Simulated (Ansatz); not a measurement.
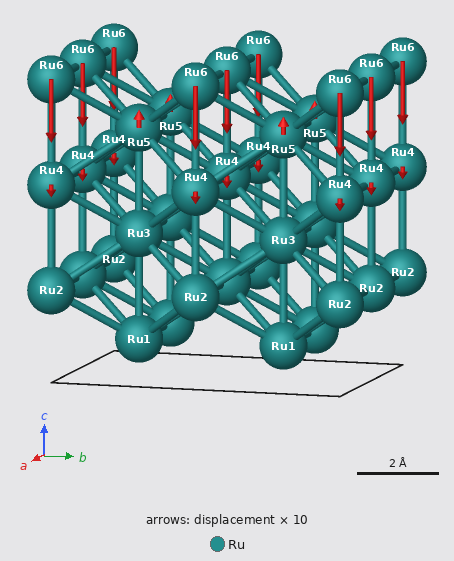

This is a constrained relaxation of a slab of composition Ru (cut from the Fm-3m phase). The starting structure is drawn; red arrows show the displacements, 10 times their true length.

Style: ball-and-stick. Shown: the 2 × 2 repeat of the cell, outlined in the plane, without the vacuum, slightly off an axis.

Case: clean slab, lower half held. The slab is the (1 1 0) face of Ru. 3 atoms are held fixed.

These are results of DFT PBEsol, scalar-relativistic, plane waves, PAW in Ansatz 0.2.0, not measurements.

Input file:
```yaml
crystal:
  lattice:
    - [2.6649775258, 0.0, 0.0]
    - [0.0, 3.7688473604, 0.0]
    - [0.0, 0.0, 23.6624438145]
  atoms:
    - { symbol: Ru, position: [0.5, 0.5, 0.3592190252] }
    - { symbol: Ru, position: [0.0, 0.0, 0.4155314151] }
    - { symbol: Ru, position: [0.5, 0.5, 0.471843805] }
    - { symbol: Ru, position: [0.0, 0.0, 0.528156195] }
    - { symbol: Ru, position: [0.5, 0.5, 0.5844685849] }
    - { symbol: Ru, position: [0.0, 0.0, 0.6407809748] }
basis:
  ecutwfc: 420
kpoints:
  mp_grid: { grid: [11, 8, 1] }
hamiltonian:
  xc: pbesol
scf:
  occupations: { method: gaussian, width: 0.1 }
output:
  forces: true
  eigenvalues: true
relax:
  adjacent_minimum: "off"
  f_tol: 0.03
  max_steps: 70
  constraints: [{ sites: [0, 1, 2] }]
efield:
  axis: 3
  dipole_correction: true
```

**What happened in the run?**

After 4 accepted moves (5 points after the start) the energy has fallen by 0.153 eV per cell of the calculation. The largest force component goes from 1.6 to 0.021 eV/Å. 1 step only repeated the SCF at the same geometry. Ru6 moves most: 0.16 Å along the normal (−c). The cell doesn't change. Near-neighbour distances that change, for instance: Ru4–Ru6 2.665 → 2.536 Å, Ru5–Ru6 2.665 → 2.568 Å, Ru3–Ru5 2.665 → 2.711 Å, Ru4–Ru5 2.665 → 2.705 Å. The run took about 4 core-minutes on a shared host.
